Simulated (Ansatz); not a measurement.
**Si₅O₁₂ (charge +2): nudged elastic band (part 2 of 2)**

Continued. System: Si₅O₁₂ (defect cell, 17 atoms in the cell, total charge +2). Method: DFT PBE, scalar-relativistic, plane waves, PAW, PAW set soft_1, no spin polarisation (Ansatz 0.2.0); cutoff 420 eV, 2×2×2 k-mesh, Fermi–Dirac smearing of 0.02 eV. The structure derives from a Materials Project entry. The run did not end well. One setting was made poor on purpose. It belongs to a series of runs on one base structure; here: band between the two ends.

Geometry of the input (Å; fractional positions):
```
7.3006  0.0000  0.0000
-3.6503  6.3225  0.0000
0.0000  0.0000  7.0051
Si 0.5354  0.7692  0.4249
Si 0.4703  0.2338  0.9151
Si 0.2279  0.4654  0.7451
Si 0.7687  0.2329  0.5773
Si 0.7649  0.5365  0.2497
O  0.6159  0.3924  0.0829
O  -0.0026  0.6774  0.1584
O  0.7723  0.3931  0.4112
O  0.6789  0.6743  0.3320
O  0.3186  0.3138  0.8378
O  0.6132  0.2234  0.7549
O  0.2254  0.6129  0.9228
O  0.3118  -0.0011  0.0003
O  0.0035  0.3214  0.6706
O  0.3840  0.7754  0.2485
O  0.3902  0.6051  0.5814
O  0.6862  0.0033  0.5056
```

### What the program printed, continued
```
NEB iter  15: max|band force component| = 1.971e0 eV/Å  barrier→ = 0.0000 eV  barrier← = 0.3453 eV  Δτ_max = 0.1033 Å  (66 SCF iters)
NEB image 1
NEB image 2
NEB image 3
NEB iter  16: max|band force component| = 1.792e0 eV/Å  barrier→ = 0.0000 eV  barrier← = 0.3453 eV  Δτ_max = 0.1021 Å  (64 SCF iters)
NEB image 1
NEB image 2
NEB image 3
NEB iter  17: max|band force component| = 1.083e0 eV/Å  barrier→ = 0.0000 eV  barrier← = 0.3453 eV  Δτ_max = 0.2000 Å  (66 SCF iters)
NEB image 1
NEB image 2
NEB image 3
NEB iter  18: max|band force component| = 1.699e0 eV/Å  barrier→ = 0.0000 eV  barrier← = 0.3453 eV  Δτ_max = 0.1010 Å  (56 SCF iters)
NEB image 1
preconditioner: auto → Resta (q_TF=auto, 2.205 Å⁻¹)  ε∞=2.8  [insulator: Δε(μ)=0.148 eV  Ē_g=14.466 eV  σ=0.020 eV  W_gap=0.95  n_scr=70 (ndim 8)  ℏωp=19.6 eV  f_vac=0.368  D(μ)=1.27/eV (n_scr^D=0)  ε∞_Penn≈2.8  vacuum switching on, ρ_ref=1.5e-2 e/Å³]
preconditioner: auto → LDOS  [metal: Δε(μ)=0.021 eV  Ē_g=14.506 eV  σ=0.020 eV  W_gap=0.25  n_scr=70 (ndim 8)  ℏωp=19.6 eV  f_vac=0.368  D(μ)=24.04/eV (n_scr^D=254)  β→1.0]
  greatest PAW one-centre occupation: 0.884 electrons in one spin orbital (limit 2), on the O atom at site 6 (counted from 0), in its partial waves of l = 0
NEB image 2
preconditioner: auto → LDOS  [metal: Δε(μ)=0.021 eV  Ē_g=15.280 eV  σ=0.020 eV  W_gap=0.25  n_scr=70 (ndim 8)  ℏωp=19.6 eV  f_vac=0.380  D(μ)=19.09/eV (n_scr^D=198)  β→1.0]
  greatest PAW one-centre occupation: 0.883 electrons in one spin orbital (limit 2), on the O atom at site 6 (counted from 0), in its partial waves of l = 0
NEB image 3
preconditioner: auto → LDOS  [insulator: Δε(μ)=0.063 eV  Ē_g=14.474 eV  σ=0.020 eV  W_gap=0.64  n_scr=70 (ndim 8)  ℏωp=19.4 eV  f_vac=0.360  D(μ)=14.16/eV (n_scr^D=132)  ε∞_Penn≈2.8  β→1.0]
[...]
SCF iter  21: F=—  HF=-9991.010557 eV  |F-HF|=—  |Δ(HF+E_count)|=   1.22e-7  Δρ=2.14e-5  dr2=1.24e-6  ethr=2.98e-9  ⟨swp⟩=1.0  Hψ=435  notcnv=0  defer=56
SCF iter  22: F=—  HF=-9991.010557 eV  |F-HF|=—  |Δ(HF+E_count)|=   3.77e-8  Δρ=1.09e-5  dr2=3.49e-7  ethr=1.38e-9  ⟨swp⟩=1.0  Hψ=435  notcnv=0  defer=56
SCF iter  23: F=—  HF=-9991.010557 eV  |F-HF|=—  |Δ(HF+E_count)|=   2.07e-8  Δρ=8.14e-6  dr2=2.12e-7  ethr=3.88e-10  ⟨swp⟩=1.4  Hψ=442  notcnv=0  defer=56
SCF iter  24: F=—  HF=-9991.010557 eV  |F-HF|=—  |Δ(HF+E_count)|=   1.08e-8  Δρ=6.55e-6  dr2=1.21e-7  ethr=2.36e-10  ⟨swp⟩=1.0  Hψ=435  notcnv=0  defer=56
SCF iter  25: F=-9991.010557 eV  HF=-9991.010557 eV  |F-HF|=5.40e-8  |Δ(HF+E_count)|=   4.91e-9  Δρ=4.79e-6  dr2=7.11e-8  ethr=1.11e-10  ⟨swp⟩=4.0  Hψ=1523  notcnv=0
SCF 59 converged in 25 iterations: F = -9991.010557 eV  dr2 = 7.11e-8
NEB iter  19: max|band force component| = 2.090e0 eV/Å  barrier→ = 0.0000 eV  barrier← = 0.3453 eV  Δτ_max = 0.2000 Å  (60 SCF iters)
```

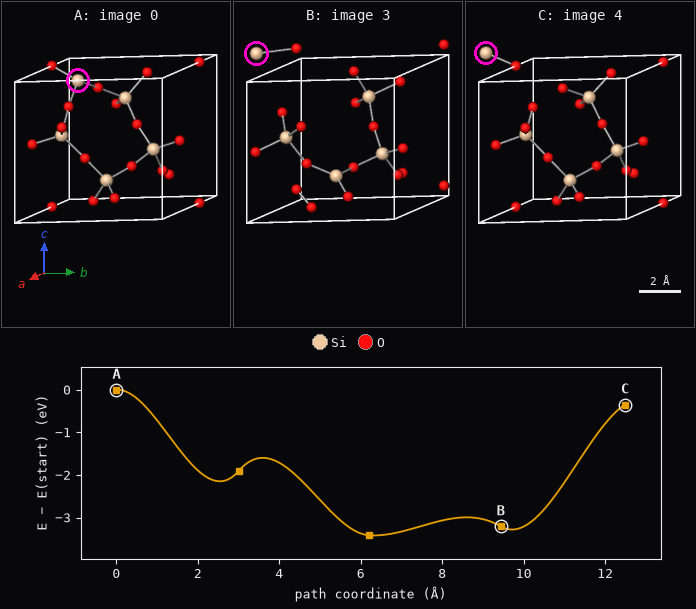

**Figure 1.** Images of the last band (counted from 0; ball-and-stick, simulation cell, seen slightly off an axis), with the moving atom and its periodic copies ringed, above the energy along the path; the line is a cubic interpolation that uses the forces. No image lies above both ends; the end is 0.345 eV below the start. The path is 12.48 Å long, and Si2 moves most (3.18 Å). The band had not converged after 19 iterations. The end points carry forces over 0.1 eV/Å, so they aren't fully relaxed minima and the barriers are approximate.

```
Step failed. What follows is not a result of the run: it is the report of the last solve that finished, which converged after 25 SCF iterations.
Free energy (F): -9991.010557 eV
Harris-Foulkes:  -9991.010557 eV  (|F-HF|=5.40e-8)
Internal energy: -9990.976986 eV  (E = F + TS)
E sigma→0 (E₀):  -9990.993771 eV
Entropy (-TS):   -0.033571 eV (-1.975 meV/atom)
Fermi energy:    -1.084636 eV
--- Per-component energies (eV) ---
  E_band       = -778.283442
  E_kinetic    = 2217.984646
  E_local      = -8152.187955  (includes V_loc(G=0)·N_el)
  E_nonlocal   = 730.583486
  E_hartree    = 3127.657134
  E_xc         = -1116.796642
  E_vxc        = -1302.624141  (∫ρ·V_xc dr)
  E_paw        = -4509.815543  (= ΣΔE_a)
  E_vpaw       = -527.363285  (= ΣTr[D̂ρ^β])
  E_aug_tail   = 0.009452  (compensation charges beyond the density's cutoff)
  E_ewald      = -2288.411563
  E_smearing   = -0.033571  (= −TS)
  E_closure    = 0.000000  (closes the sum)
  E_deformation_potential = 15.098949  (in the stress; not in F)
  Σ components = -9991.010557   (vs F -9991.010557, Δ=0.00e0)
--- Forces (eV/Å), atoms counted from 1 ---
  atom   1  Si    -0.06934009     0.12548925    -0.08998412
  atom   2  Si    -0.31208383    -0.16397373     0.18962348
  atom   3  Si     0.16093982     0.06312953    -0.18553900
  atom   4  Si    -0.10175919     0.41597059    -0.27695827
  atom   5  Si    -0.03191878     0.16410462     0.21924227
  atom   6  O     -0.32968220     0.43756304    -0.62067267
  atom   7  O      0.38949172    -0.01994988     0.11383352
  atom   8  O      0.12084241     0.02868006     0.16690156
  atom   9  O      0.06494079     0.61122655    -0.11166119
  atom  10  O      0.14210836    -0.39503956    -0.24855974
  atom  11  O     -0.10433290     0.34187079     0.19877663
  atom  12  O      0.05219972    -0.67046440     0.29208392
  atom  13  O     -0.13761772    -0.20457563    -0.18227970
  atom  14  O      0.18244222    -0.29747953     0.01488980
  atom  15  O      0.06438908    -0.26116134     0.03176762
  atom  16  O      0.04601118    -0.14948505     0.24705963
  atom  17  O     -0.13650026    -0.02567504     0.24120815
  max |Σ_I F_I| component: 2.68e-4 eV/Å
--- Band table (eV; the first three rows and the last of 8) ---
  k-point 0: bands = ["-27.2748", "-20.8085", "-20.0981", "-19.8997", "-19.7166", "-19.4011", "-19.0858", "-18.8419", "-18.6217", "-17.2945", "-17.1942", "-15.4591", "-10.1868", "-9.8099", "-8.9120", "-8.6887", "-8.2093", "-7.8391", "-7.7121", "-7.3096", "-6.6665", "-6.5580", "-6.4470", "-4.9212", "-4.7229", "-4.5844", "-4.3140", "-4.1915", "-4.0042", "-3.8859", "-3.6939", "-3.4733", "-3.3616", "-3.2454", "-3.0226", "-2.8570", "-2.6263", "-2.4098", "-2.3123", "-2.2094", "-1.9429", "-1.4715", "-1.3782", "-1.3072", "-1.1199", "-1.0762", "-0.6978", "3.1050", "4.4298", "5.4095", "6.1089", "6.3592", "7.2242", "7.5282", "7.7958", "7.9840", "8.1869", "8.2950", "8.6613", "8.9333", "9.0633", "9.2686"]
  k-point 1: bands = ["-27.2748", "-20.7750", "-20.2114", "-19.8361", "-19.5958", "-19.5666", "-19.0068", "-18.8694", "-18.6084", "-17.2945", "-17.1947", "-15.4578", "-10.1792", "-9.8950", "-8.9587", "-8.6559", "-8.0380", "-7.8298", "-7.6861", "-7.3289", "-6.6886", "-6.6020", "-6.4693", "-4.9549", "-4.8496", "-4.4155", "-4.2716", "-4.0775", "-4.0600", "-3.8605", "-3.7441", "-3.6566", "-3.4790", "-3.1433", "-2.9197", "-2.7796", "-2.7318", "-2.4097", "-2.3758", "-2.1521", "-1.9661", "-1.4265", "-1.3937", "-1.3288", "-1.1168", "-1.0590", "-0.7000", "3.4106", "4.4129", "5.2841", "5.9760", "6.1583", "7.3389", "7.3799", "7.7785", "8.0020", "8.4300", "8.5526", "8.6412", "8.8125", "8.9545", "9.0989"]
  k-point 2: bands = ["-27.2747", "-20.7707", "-20.0916", "-19.9804", "-19.7831", "-19.3445", "-19.0119", "-18.9354", "-18.5452", "-17.2581", "-17.2170", "-15.4716", "-10.3183", "-9.9594", "-8.7209", "-8.4235", "-8.3158", "-7.8061", "-7.6508", "-7.3185", "-6.7052", "-6.6656", "-6.4240", "-4.9612", "-4.6862", "-4.5378", "-4.3614", "-4.1385", "-4.1093", "-3.8159", "-3.6771", "-3.5900", "-3.4077", "-3.1325", "-3.0478", "-2.9465", "-2.6565", "-2.3804", "-2.2689", "-2.2097", "-1.9583", "-1.5693", "-1.3538", "-1.2476", "-1.1177", "-1.0585", "-0.6698", "3.3142", "4.4214", "5.3835", "6.1660", "6.2909", "6.9815", "7.4972", "7.6706", "8.0252", "8.1441", "8.4056", "8.5480", "8.7601", "8.9488", "9.1352"]
  k-point 7: bands = ["-27.2747", "-20.6794", "-20.2841", "-20.0639", "-19.5977", "-19.3693", "-18.9460", "-18.8732", "-18.6431", "-17.2941", "-17.1828", "-15.4787", "-10.6005", "-9.3380", "-9.0405", "-8.6335", "-7.9558", "-7.7916", "-7.6609", "-7.4299", "-6.8777", "-6.5621", "-6.3813", "-4.9940", "-4.9160", "-4.3933", "-4.3147", "-4.1218", "-4.0315", "-3.8740", "-3.7078", "-3.6652", "-3.4919", "-3.1615", "-3.0376", "-2.7452", "-2.7020", "-2.3383", "-2.2384", "-2.1993", "-1.9233", "-1.6630", "-1.3350", "-1.2889", "-1.1003", "-1.0269", "-0.6730", "3.6566", "4.4217", "5.3374", "5.9223", "6.2448", "6.9804", "7.4560", "7.5359", "7.7595", "8.1096", "8.3734", "8.5465", "8.7602", "9.0470", "9.2828"]
End of that report.
this run last wrote the band of iteration 19 to [file]
Error: NEB band did not converge after 19 iterations: max|band force component| = 2.09e0 eV/Å (threshold 5.0e-2); raise `neb.max_iterations` in a new run, which can start from the last band evaluated (`neb.initial_path`, with `crystal.atoms` and `neb.final_atoms` set to its first and last images), add images, or start from endpoints closer to local minima. Where this run's directory can be resumed (`checkpoint.write`), a resume goes on for up to `neb.max_iterations` more; to start a new run from the last band, take its images' positions from the `neb_iteration` event of iteration 19 (`data.images[].positions_ang`), in the event stream of the run that computed that iteration (not this run's, if it was resumed behind it). With `checkpoint.write`, `steps/00-neb/state/checkpoint.json` in the run directory holds the last saved band, under `neb.evaluated.images[].positions_ang` (a band under a hybrid functional on support functions is neither saved nor resumed: `neb.initial_path` says where its path is): check the last entry of `neb.iterations` there, which is earlier than 19 if that iteration was not saved or its write failed. If the band's step has no `state` directory and holds `state.next`, a write was cut short, and the file is under `state.next` instead (behind a loss of power it can be under `state.prev`)
this run wrote the band of iteration 19 to [file] as well, whether or not its events were kept: a new run's `neb.initial_path` can list its `images[].positions_ang`
a run's events are kept only if it was started with --events-out <file>, and are in that file
```

### The last band as extended XYZ (Å, eV, eV/Å)
```
17
Lattice="7.3006 0.0000 0.0000 -3.6503 6.3225 0.0000 0.0000 0.0000 7.0051" Properties=species:S:1:pos:R:3:forces:R:3 image=0 energy=-9987.80423
Si    1.1007    4.8632    2.9766    0.9194   0.3659  -1.5812
Si    2.5800    1.4779    6.4104    0.0818   0.4001   1.0479
Si   -0.0349    2.9428    5.2194    2.6036   0.2424   1.8298
Si    4.7618    1.4726    4.0444   -0.8101   2.1783   1.2885
Si    3.6258    3.3921    1.7491    0.8914  -0.7747  -0.7503
O     3.0641    2.4806    0.5810   -0.3765  -0.8201  -1.0099
O    -2.4914    4.2826    1.1096    1.5072   1.0157  -0.8499
O     4.2036    2.4852    2.8802    1.2964  -1.8320   2.3163
O     2.4947    4.2633    2.3256   -2.8248   2.3791   1.3707
O     1.1805    1.9840    5.8692   -1.9996   1.0946  -0.8807
O     3.6608    1.4126    5.2884    1.7811   0.0562  -2.1031
O    -0.5917    3.8753    6.4646   -0.2578   0.7062   0.7752
O     2.2801   -0.0070    0.0020    0.0523  -1.2995   0.6520
O    -1.1475    2.0319    4.6978   -2.6576  -1.8084  -1.3439
O    -0.0268    4.9023    1.7411   -0.4168   0.0113  -0.4370
O     0.6399    3.8256    4.0728   -0.1346  -0.2110   0.4620
O     4.9978    0.0208    3.5416    0.3446  -1.7039  -0.7864
17
Lattice="7.3006 0.0000 0.0000 -3.6503 6.3225 0.0000 0.0000 0.0000 7.0051" Properties=species:S:1:pos:R:3:forces:R:3 image=1 energy=-9989.70947
Si    1.1794    4.9988    2.8675   -0.1940   0.1589   0.3761
Si    2.4092    1.1845    6.2232    0.1079   1.3885  -0.0359
Si    0.0034    3.3995    5.4041    0.3150  -0.7206  -0.4028
Si    5.0013    1.4575    4.3666   -0.3442   0.0242  -0.1594
Si    3.4419    2.8677    2.0543    0.2246   0.2375  -0.8012
O     3.1906    1.6140    0.7850   -0.3082   0.2289   0.2163
O    -3.3079    2.8804    0.4572   -0.0090   0.3827   0.4630
O     4.4504    2.4374    3.1716    0.1026   0.0812  -0.0832
O     2.2830    3.8424    2.4900   -0.0237   0.0944  -0.1091
O     1.3361    2.4613    5.9407   -0.0581  -0.4262  -0.0348
O     3.6909    1.0934    5.2727   -0.0776   0.3432  -0.0905
O    -0.2076    4.9486    6.4176   -1.3029   0.7043   0.3629
O     1.9194   -0.3949   -0.4556    1.2710  -1.8757  -0.4521
O    -1.1751    2.2946    5.2055   -0.1168  -0.0431  -0.0661
O     0.4548    5.5794    1.4820    0.0138  -0.1532   0.3721
O     0.2037    4.2554    4.0066    0.3148  -0.2555   0.3779
O     5.4248    0.0556    3.5732    0.0844  -0.1699   0.0668
17
Lattice="7.3006 0.0000 0.0000 -3.6503 6.3225 0.0000 0.0000 0.0000 7.0051" Properties=species:S:1:pos:R:3:forces:R:3 image=2 energy=-9991.22112
Si    1.0460    5.0301    2.6021    0.2889   0.1992   0.2044
Si    3.4843   -0.4169    6.7509    0.2590   0.4107   0.4779
Si   -0.2163    3.3783    5.0203    0.4083   0.0725  -0.1046
Si    4.8055    1.2329    4.3975    0.0029   0.0671  -0.2241
Si    3.4472    3.0067    2.1125    0.1195   0.0160   0.0552
O     3.0634    1.6154    1.0717   -0.2609  -0.6999   0.0036
O    -2.8058    3.3252    0.9270   -0.0140  -0.2334  -0.1110
O     3.8374    2.1866    3.4316   -0.2290   0.0414   0.4096
O     2.3076    4.0778    2.2564    0.0369   0.0888  -0.1456
O     1.1002    2.7540    5.7901    0.0999   0.1136  -0.2520
O     4.2216    0.6347    5.8011   -0.0717   0.1502  -0.3193
O    -0.7121    4.6280    5.9711   -0.4713  -0.0664   0.1794
O     2.2339    0.9313    0.3454    0.2923   0.4399   0.1462
O    -1.3048    2.2214    4.8379    0.0465   0.0354  -0.0940
O     0.4218    5.6181    1.2157   -0.2457  -0.6117  -0.1939
O     0.1670    4.0377    3.5633   -0.4155   0.0023  -0.0985
O     5.2020   -0.0165    3.4559    0.1540  -0.0256   0.0666
17
Lattice="7.3006 0.0000 0.0000 -3.6503 6.3225 0.0000 0.0000 0.0000 7.0051" Properties=species:S:1:pos:R:3:forces:R:3 image=3 energy=-9991.01056
Si    1.2772    4.7794    2.7811   -0.0693   0.1255  -0.0900
Si    2.6163   -1.3178    7.5869   -0.3121  -0.1640   0.1896
Si   -0.2475    3.4674    5.2870    0.1609   0.0631  -0.1855
Si    5.0924    1.2108    3.9761   -0.1018   0.4160  -0.2770
Si    3.9381    3.3861    2.0176   -0.0319   0.1641   0.2192
O     2.3839    1.4857    0.0846   -0.3297   0.4376  -0.6207
O    -2.4313    4.3818    1.2008    0.3895  -0.0199   0.1138
O     4.4789    2.0515    2.6366    0.1208   0.0287   0.1669
O     2.4101    3.6990    2.2212    0.0649   0.6112  -0.1117
O     0.5757    3.0067    6.6494    0.1421  -0.3950  -0.2486
O     3.9983    0.5744    5.0048   -0.1043   0.3419   0.1988
O    -0.9923    4.8300    5.9917    0.0522  -0.6705   0.2921
O     2.1256    0.5891    0.8765   -0.1376  -0.2046  -0.1823
O    -1.3211    2.3549    4.7339    0.1824  -0.2975   0.0149
O     0.2011    5.1665    1.5751    0.0644  -0.2612   0.0318
O     0.5004    4.0101    3.9550    0.0460  -0.1495   0.2471
O     5.6936   -0.1615    3.2605   -0.1365  -0.0257   0.2412
17
Lattice="7.3006 0.0000 0.0000 -3.6503 6.3225 0.0000 0.0000 0.0000 7.0051" Properties=species:S:1:pos:R:3:forces:R:3 image=4 energy=-9988.14952
Si    1.0980    4.8489    2.9188    0.0065   0.0038   0.0000
Si    2.5523   -1.4736    7.5889    0.4487  -0.8004   0.6301
Si    0.0000    2.9472    5.2538   -0.4695   0.7894  -0.6303
Si    4.7482    1.4736    4.0863    0.8305  -0.4047  -0.7658
Si    3.6503    3.3753    1.7513    0.0650   0.9218   0.7660
O     3.0552    2.4511    0.5838   -0.8240  -1.3959  -1.6905
O    -2.4928    4.3176    1.1675   -0.0385   0.0984   0.0068
O     4.2454    2.4511    2.9188    0.0740   0.0427   0.0000
O     2.4928    4.3176    2.3350    0.0627   0.0821  -0.0960
O     1.1575    2.0049    5.8376    1.5657  -1.0497   0.8387
O     3.6503    1.4204    5.2538   -1.6207  -0.0156   1.6903
O    -0.5951    3.8714    6.4214    0.0127   0.0072   0.0000
O     2.3150    0.0000    0.0000   -0.1261   1.8800  -0.8384
O    -1.1575    2.0049    4.6701    0.0661  -0.0825  -0.0068
O     0.0000    4.9021    1.7513   -0.1113   0.0132  -0.0629
O     0.5951    3.8714    4.0863   -0.0442  -0.1031   0.0629
O     4.9855    0.0000    3.5026    0.1024   0.0133   0.0960
```

### Outcome

```tsv
quantity	value
outcome	not converged
barrier, forward (band not converged)	0.000 eV
barrier, backward	0.345 eV
hardware	1 thread of Arm Neoverse V2, 24 GiB of memory available, shared host
wall time	15 min
peak memory	0.74 GiB
```

### What went wrong

The run did not converge: “NEB band did not converge after 19 iterations: max|band force component| = 2.09e0 eV/Å (threshold 5.0e-2); raise `neb.max_iterations` in a new run, which can start from the last band evaluated (`neb.initial_path`, with `crystal.atoms` and `neb.final_atoms` set to its first and last images), add images, or start from endpoints closer to local minima …” Its last values are not results. A deliberately poor setting: raw ends.
